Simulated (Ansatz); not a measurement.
**Band-structure calculation, with input and output: PtS$_{2}$**

The run: band-structure calculation of PtS$_{2}$ (3 atoms in the cell). Method and program: DFT PBE+D3(BJ), spin-orbit coupling, plane waves, PAW (Ansatz 0.2.0).

The structure derives from an entry of the Crystallography Open Database.

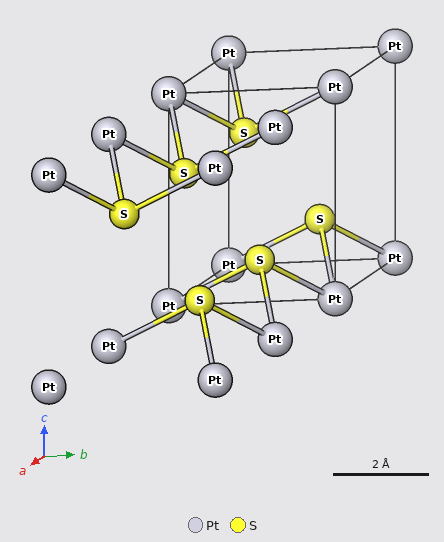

**Figure 1.** The structure as given in the input (ball-and-stick view of the cell of the calculation, repeated 3 × 1 × 1, seen slightly off an axis). An atom can appear more than once, as a periodic image. Near neighbours in the periodic cell (some may lie outside the picture): Pt has 6 S at 2.39 Å; S has 3 Pt at 2.39 Å.

Input file
```yaml
crystal:
  lattice:
    - [3.5830653997, 0.0, 0.0]
    - [-1.7915326998, 3.1030256596, 0.0]
    - [0.0, 0.0, 4.6639927029]
  atoms:
    - { symbol: Pt, position: [0.0, 0.0, 0.0] }
    - { symbol: S, position: [0.3333333333, 0.6666666667, 0.2586282044] }
    - { symbol: S, position: [0.6666666667, 0.3333333333, 0.7413717956] }
basis:
  ecutwfc: 420
kpoints:
  mp_grid: { grid: [12, 12, 8] }
  band_path:
    path:
      - [[0.0, 0.0, 0.0], [0.5, 0.0, 0.0], [0.33333333, 0.33333333, 0.0], [0.0, 0.0, 0.0], [0.0, 0.0, 0.5], [0.5, 0.0, 0.5], [0.33333333, 0.33333333, 0.5], [0.0, 0.0, 0.5]]
      - [[0.5, 0.0, 0.5], [0.5, 0.0, 0.0]]
      - [[0.33333333, 0.33333333, 0.5], [0.33333333, 0.33333333, 0.0]]
    npoints: 10
hamiltonian:
  xc: pbe
  dispersion: d3bj
scf:
  occupations: { method: gaussian, width: 0.01 }
output:
  forces: true
  stress: true
  eigenvalues: true
  populations: true
  dos: { projected: true, de: 0.02 }
  bader: false
  write_density: true
  write_potential: true
  elf: true
  volumetric_format: npy
magnetization:
  noncollinear: true
  spin_orbit: true
```

Launched with:
```bash
ansatz run input.yaml --threads 1 --pin off --max-ram 2560MiB --backend cpu --events-out ev --progress --plain --runs-dir out
```

What the program printed
```
Engine: ansatz 0.2.0, aarch64-unknown-linux-gnu
Pseudopotentials: kind: paw_fr
Pseudopotential: Pt, paw_fr, valence charge 18, recommended cutoff 420 eV (normal), Pt.paw.azcp#standard-fr
Pseudopotential: S, paw_fr, valence charge 6, recommended cutoff 420 eV (normal), S.paw.azcp#standard-fr
Functional definition: PBE
  parameter kappa = 0.804
  parameter beta = 0.06672455060314922
  exchange = pbe_x(kappa = kappa, mu = beta*pi^2/3)
  correlation = pbe_c(beta = beta)
non-collinear run that drives no moment, with spin-orbit: no starting moment large enough to seed its density (crystal.atoms[].spin), no starting occupations that ask for one, no magnetisation constraint and no magnetic field, so the semilocal B_xc is pinned to zero
Crystal: 3 atoms, lattice volume = 51.856 Å³
Basis set: ecut = 420 eV, 993 PW (Γ), exchange–correlation on 48×48×64 points (8 copies of the dense FFT grid, shifted against one another)
Bands: 38, of which v1, the nominal top of the filled ones, is band 30 counted from 1 (29 counted from 0)
Symmetry: 12 space group operations + 12 with time reversal
Magnetic group: BNS 164.86 (UNI 1316), of the structure as read, at distance tolerance 3.7e-5 Å
k-points: 131 of 1152
Projection manifold: j_resolved (fully-relativistic pseudo-atomic orbitals)
Non-local potential: Pt, projectors of the file, l = 0: 3, l = 1: 4, l = 2: 4, l = 3: 2
Non-local potential: S, projectors of the file, l = 0: 2, l = 1: 4, l = 2: 4
PAW form: soft (Blöchl's): semilocal exchange-correlation on the pseudo side does not see the compensation charge
PAW one-centre angular grid: Pt, 590 points (default); XC on 64 Gauss nodes
PAW one-centre angular grid: S, 110 points (default); XC on 64 Gauss nodes
Initial density: superposition of atomic densities (chi_scale 0.1, normalization cell, long waves kept (reshape's long-wave potential 0.01 eV rms))
Initial wavefunctions: pseudopotential atomic-orbital guess
Functional: x = pbe(κ = 0.804, μ = 0.2195149727645171), c = pbe(β = 0.06672455060314922)
SCF iter   1: F=—  HF=-14364.642902 eV  |F-HF|=—  |Δ(HF+E_count)|=         —  Δρ=8.22e-2  dr2=2.97e0  dr2_m=0.00e0 (ungated)  ethr=3.10e-3  |M|=0.00e0 ∫|m|=0.00e0 μB  |m|>n=0.0e0 m-floor=0.0e0 τ_xc=0.0e0  β_m=0.30  ⟨swp⟩=7.6  Hψ=12138  notcnv=0
preconditioner: auto → Resta (q_TF=auto, 2.490 Å⁻¹)  ε∞=7.3  [insulator: Δε(μ)=0.799 eV  Ē_g=9.636 eV  σ=0.010 eV  W_gap=1.00  n_scr=20 (ndim 8)  ℏωp=24.2 eV  f_vac=0.000  D(μ)=0.00/eV (n_scr^D=0)  ε∞_Penn≈7.3]
spin=Noncollinear: Resta preconditioning applied to the charge; magnetization (m_x, m_y, m_z) channels mix plain (no charge-response kernel on spin).
SCF iter   2: F=—  HF=-14364.177204 eV  |F-HF|=—  |Δ(HF+E_count)|=   4.66e-1  Δρ=4.42e-2  dr2=4.56e-1  dr2_m=0.00e0 (ungated)  ethr=3.10e-3  |M|=0.00e0 ∫|m|=0.00e0 μB  |m|>n=0.0e0 m-floor=0.0e0 τ_xc=0.0e0  β_m=0.39  ⟨swp⟩=2.4  Hψ=4135  notcnv=0  defer=522
SCF iter   3: F=—  HF=-14364.117942 eV  |F-HF|=—  |Δ(HF+E_count)|=   5.93e-2  Δρ=1.97e-2  dr2=7.18e-2  dr2_m=0.00e0 (ungated)  ethr=1.52e-3  |M|=0.00e0 ∫|m|=0.00e0 μB  |m|>n=0.0e0 m-floor=0.0e0 τ_xc=0.0e0  β_m=0.70  ⟨swp⟩=2.7  Hψ=3494  notcnv=0  defer=524
SCF iter   4: F=—  HF=-14364.114733 eV  |F-HF|=—  |Δ(HF+E_count)|=   3.21e-3  Δρ=1.62e-3  dr2=1.43e-3  dr2_m=0.00e0 (ungated)  ethr=2.39e-4  |M|=0.00e0 ∫|m|=0.00e0 μB  |m|>n=0.0e0 m-floor=0.0e0 τ_xc=0.0e0  β_m=0.83  ⟨swp⟩=2.0  Hψ=2742  notcnv=0  defer=522
SCF iter   5: F=—  HF=-14364.115123 eV  |F-HF|=—  |Δ(HF+E_count)|=   3.89e-4  Δρ=5.40e-4  dr2=1.62e-4  dr2_m=0.00e0 (ungated)  ethr=4.76e-6  |M|=0.00e0 ∫|m|=0.00e0 μB  |m|>n=0.0e0 m-floor=0.0e0 τ_xc=0.0e0  β_m=0.91  ⟨swp⟩=2.2  Hψ=3734  notcnv=0  defer=522
SCF iter   6: F=—  HF=-14364.115243 eV  |F-HF|=—  |Δ(HF+E_count)|=   1.21e-4  Δρ=1.14e-4  dr2=6.41e-6  dr2_m=0.00e0 (ungated)  ethr=5.39e-7  |M|=0.00e0 ∫|m|=0.00e0 μB  |m|>n=0.0e0 m-floor=0.0e0 τ_xc=0.0e0  β_m=0.96  ⟨swp⟩=2.0  Hψ=3550  notcnv=0  defer=522
SCF iter   7: F=—  HF=-14364.115255 eV  |F-HF|=—  |Δ(HF+E_count)|=   1.17e-5  Δρ=1.73e-5  dr2=1.24e-7  dr2_m=0.00e0 (ungated)  ethr=2.14e-8  |M|=0.00e0 ∫|m|=0.00e0 μB  |m|>n=0.0e0 m-floor=0.0e0 τ_xc=0.0e0  β_m=0.98  ⟨swp⟩=2.0  Hψ=3847  notcnv=0  defer=522
SCF iter   8: F=-14364.115255 eV  HF=-14364.115255 eV  |F-HF|=5.55e-9  |Δ(HF+E_count)|=   2.24e-7  Δρ=4.19e-6  dr2=1.10e-8  dr2_m=0.00e0 (ungated)  ethr=3.33e-10  |M|=0.00e0 ∫|m|=0.00e0 μB  |m|>n=0.0e0 m-floor=0.0e0 τ_xc=0.0e0  ⟨swp⟩=14.2  Hψ=17378  notcnv=0
SCF 1 converged in 8 iterations: F = -14364.115255 eV  dr2 = 1.10e-8
  greatest PAW one-centre occupation: 1.000 electrons in one spin orbital (limit 2), on the Pt atom at site 0 (counted from 0), in its partial waves of l = 0
```

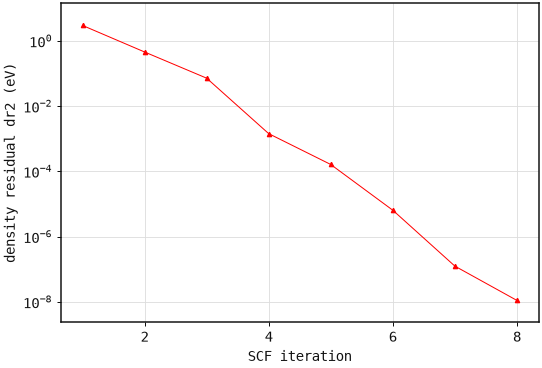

**Figure 2.** Convergence of the self-consistent field: density residual dr2 against the SCF iteration. The residual falls at every step.

```
NSCF: frozen V_eff on 93 k-points
SCF converged after 8 iterations
Magnetization: |M| = 0.0000 μB,  M = (+0.0000, +0.0000, +0.0000) μB
Absolute magnetization: 0.0000 μB (∫|m|)
  site 0: m = (+0.0000, +0.0000, +0.0000) μB, |m| = 0.0000 μB  (R = 0.99 Å)
  site 1: m = (+0.0000, +0.0000, +0.0000) μB, |m| = 0.0000 μB  (R = 0.99 Å)
  site 2: m = (+0.0000, +0.0000, +0.0000) μB, |m| = 0.0000 μB  (R = 0.99 Å)
Free energy (F): -14364.115255 eV
Harris-Foulkes:  -14364.115255 eV  (|F-HF|=5.55e-9)
Internal energy: -14364.115255 eV  (E = F + TS)
E sigma→0 (E₀):  -14364.115255 eV
Entropy (-TS):   -0.000000 eV (-0.000 meV/atom)
Fermi energy:    12.530669 eV
--- Per-component energies (eV) ---
  E_band       = -293.590786
  E_kinetic    = 850.777297
  E_local      = -2778.362271  (includes V_loc(G=0)·N_el)
  E_nonlocal   = 243.614556
  E_hartree    = 1080.897234
  E_xc         = -456.611342
  E_vxc        = -478.711644  (∫ρ·V_xc dr)
  E_paw        = -10680.228870  (= ΣΔE_a)
  E_vpaw       = -292.706751  (= ΣTr[D̂ρ^β])
  E_aug_tail   = 0.000159  (compensation charges beyond the density's cutoff)
  E_ewald      = -2622.847851
  E_disp       = -1.354167  (pairwise vdW)
  E_smearing   = -0.000000  (= −TS)
  E_closure    = 0.000000  (closes the sum)
  Σ components = -14364.115255   (vs F -14364.115255, Δ=0.00e0)
--- Forces (eV/Å), atoms counted from 1 ---
  atom   1  Pt     0.00000000     0.00000000     0.00000000
  atom   2  S     -0.00000000    -0.00000000     0.01090245
  atom   3  S      0.00000000     0.00000000    -0.01090245
  max |Σ_I F_I| component: 5.20e-18 eV/Å
--- Stress (GPa, compression-positive) ---
       -0.032687      -0.000000      -0.000000
       -0.000000      -0.032687      -0.000000
       -0.000000      -0.000000       0.263948
  P = ⅓ Tr σ = 0.0662 GPa (0.662 kbar)
--- Band table (eV; the first three rows and the last of 131) ---
  k-point 0: bands = ["-87.2869", "-87.2869", "-52.6210", "-52.6210", "-37.6791", "-37.6791", "-37.6019", "-37.6019", "-3.5164", "-3.5164", "-0.0869", "-0.0869", "4.7694", "4.7694", "5.0892", "5.0892", "5.4888", "5.4888", "8.0068", "8.0068", "8.2796", "8.2796", "10.0615", "10.0615", "10.6898", "10.6898", "10.9614", "10.9614", "12.5076", "12.5076", "13.4900", "13.4900", "13.7803", "13.7803", "15.9814", "15.9814", "17.4377", "17.4377"]
  k-point 1: bands = ["-87.2869", "-87.2869", "-52.6210", "-52.6210", "-37.6791", "-37.6791", "-37.6019", "-37.6019", "-3.4430", "-3.4430", "-0.2947", "-0.2947", "5.0147", "5.0147", "5.0984", "5.0984", "5.5130", "5.5130", "8.0077", "8.0077", "8.2680", "8.2680", "10.0198", "10.0198", "10.6124", "10.6124", "10.8647", "10.8647", "12.2109", "12.2109", "13.6530", "13.6530", "13.9227", "13.9227", "16.1482", "16.1482", "17.7438", "17.7438"]
  k-point 2: bands = ["-87.2869", "-87.2869", "-52.6210", "-52.6210", "-37.6791", "-37.6791", "-37.6020", "-37.6020", "-3.2329", "-3.2329", "-0.7868", "-0.7868", "5.1209", "5.1209", "5.4152", "5.4152", "5.7703", "5.7703", "8.0197", "8.0197", "8.2412", "8.2412", "9.8524", "9.8524", "10.4380", "10.4380", "10.6587", "10.6587", "11.5882", "11.5882", "14.0355", "14.0355", "14.2786", "14.2786", "16.6101", "16.6101", "18.4018", "18.4018"]
  k-point 130: bands = ["-87.2865", "-87.2865", "-52.6240", "-52.6240", "-37.6996", "-37.6996", "-37.6059", "-37.6059", "-1.2482", "-1.2482", "-1.1779", "-1.1779", "5.3107", "5.3107", "5.5035", "5.5035", "5.9515", "5.9515", "7.4702", "7.4702", "7.7093", "7.7093", "7.7890", "7.7890", "8.6610", "8.6610", "9.8446", "9.8446", "10.0888", "10.0888", "14.4675", "14.4675", "14.4726", "14.4726", "19.1166", "19.1166", "19.7916", "19.7916"]
--- Löwdin populations: 3 sites ---
  site symbol       q [e]
     0     Pt     17.3247
     1      S      6.2126
     2      S      6.2126
  spilling = 0.008336 (of n_electrons = 30.000000)
```

File populations.tsv
```
# site	symbol	l	j	q
# orbitals = lowdin
# n_electrons = 30.000000
# spilling = 0.008336
0	Pt	0_5S	0.5	1.982195
0	Pt	0_6S	0.5	0.767437
0	Pt	1_5P	0.5	1.999449
0	Pt	1_5P	1.5	3.998377
0	Pt	2_5D	1.5	3.623040
0	Pt	2_5D	2.5	4.954210
1	S	0_3S	0.5	1.850764
1	S	1_3P	0.5	1.428741
1	S	1_3P	1.5	2.933094
2	S	0_3S	0.5	1.850764
2	S	1_3P	0.5	1.428741
2	S	1_3P	1.5	2.933094
```

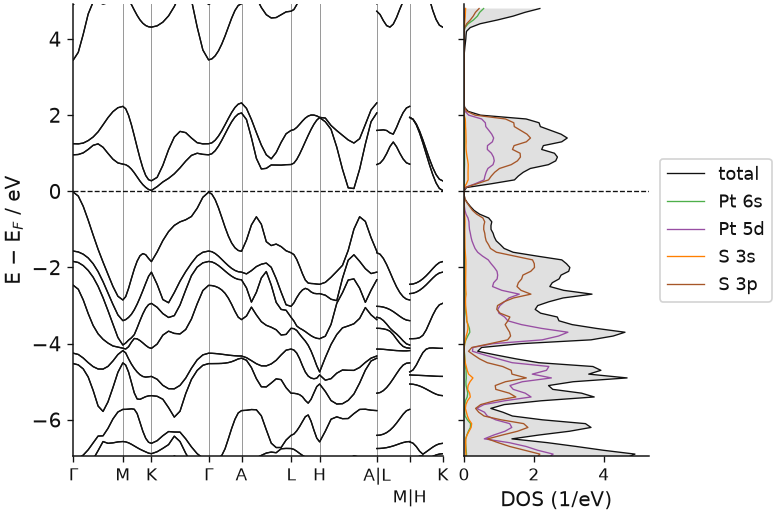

**Figure 3.** Band structure along Γ–M–K–Γ–A–L–H–A|L–M|H–K and density of states (projected on Löwdin-orthogonalised atomic shells), with energies from the Fermi level.

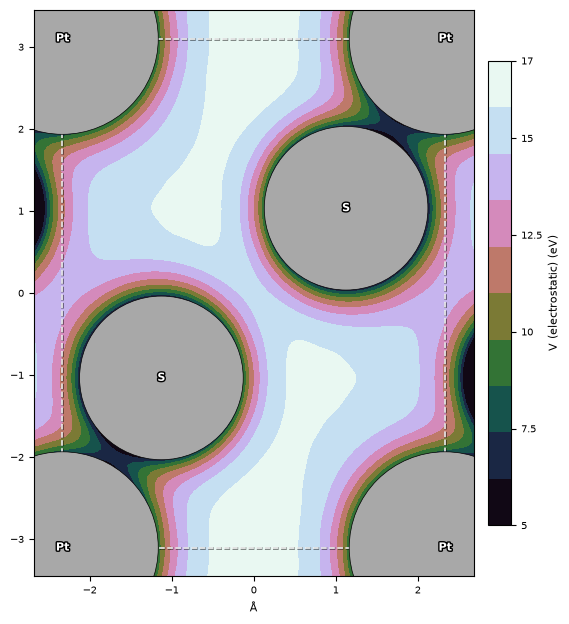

**Figure 4.** Electrostatic potential energy of an electron on the (110) plane of the conventional cell. Grey discs, where drawn, cover atomic cores. Outside the cores the potential energy rises away from the atoms and is highest about 2.3 Å from the nearest atoms; outside the discs it spans about 11 eV, and its zero is arbitrary. The fields are those of the smooth PAW valence density.

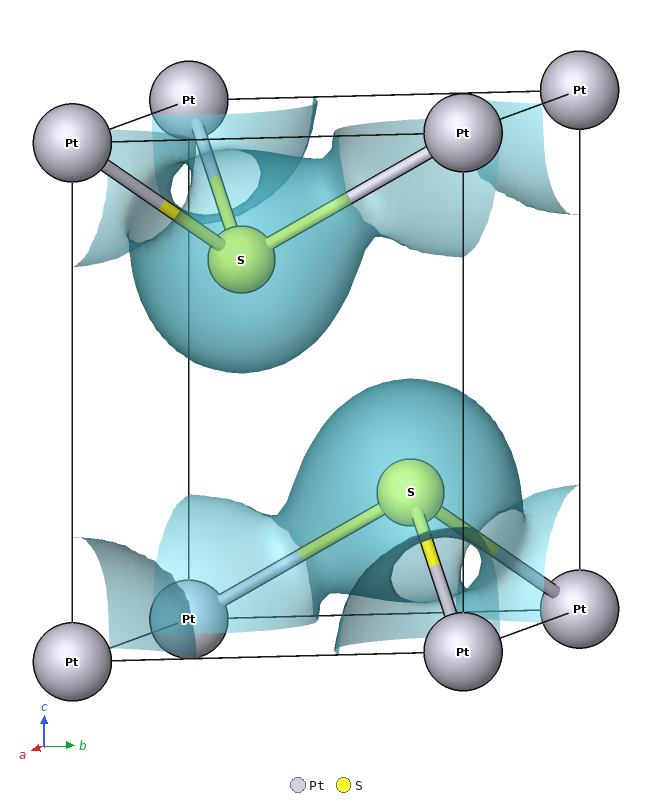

**Figure 5.** Isosurface of the valence electron density at 0.5 e/Å³ (cyan), seen slightly off an axis. Sticks mark near contacts. The outline is the cell set on symmetry axes. At this value the density is joined into sheets; it holds about 75 % of the electrons treated as valence (semicore included). On the grid the lowest density along these lines, outside the cores, is 0.67 e/Å³ (Pt–S, 2.39 Å).

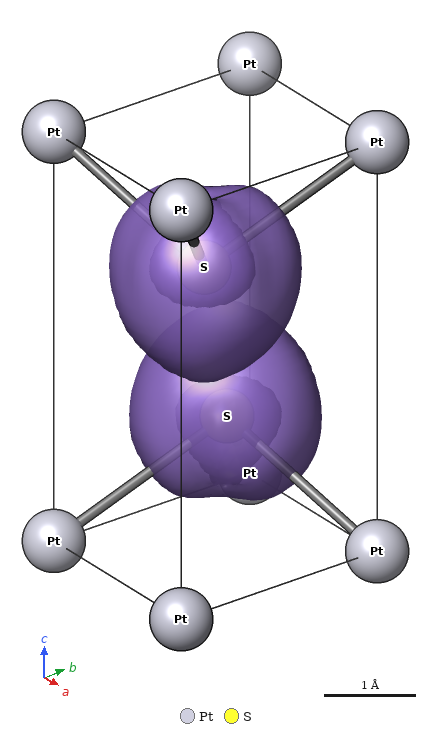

**Figure 6.** Isosurface of the electron localisation function at 0.7 (purple), seen slightly off an axis. Core shells and regions of very low density are left out. Sticks mark near contacts. The outline is the cell set on symmetry axes. Profiles from the grid: Pt–S (2.39 Å): the ELF is about 0.45 at the midpoint.

Summary

| quantity | value |
| --- | --- |
| outcome | converged |
| space group (tolerance 0.01 Å) | P-3m1 (164) |
| electrons treated | 30 |
| free energy | −14364.1153 eV |
| Fermi energy | 12.531 eV |
| gap on the k-point mesh | 0.05 eV |
| gap on the band path | 0.05 eV |
| net moment of the cell | 0.00 μB |
| integrated absolute moment | 0.00 μB |
| pressure | 0.07 GPa |
| largest force (length of the vector) | 0.011 eV/Å |
| hardware | 1 thread of Arm Neoverse V1, 24 GiB of memory available, shared host |
| wall time | 76 s |
| peak memory | 0.64 GiB |
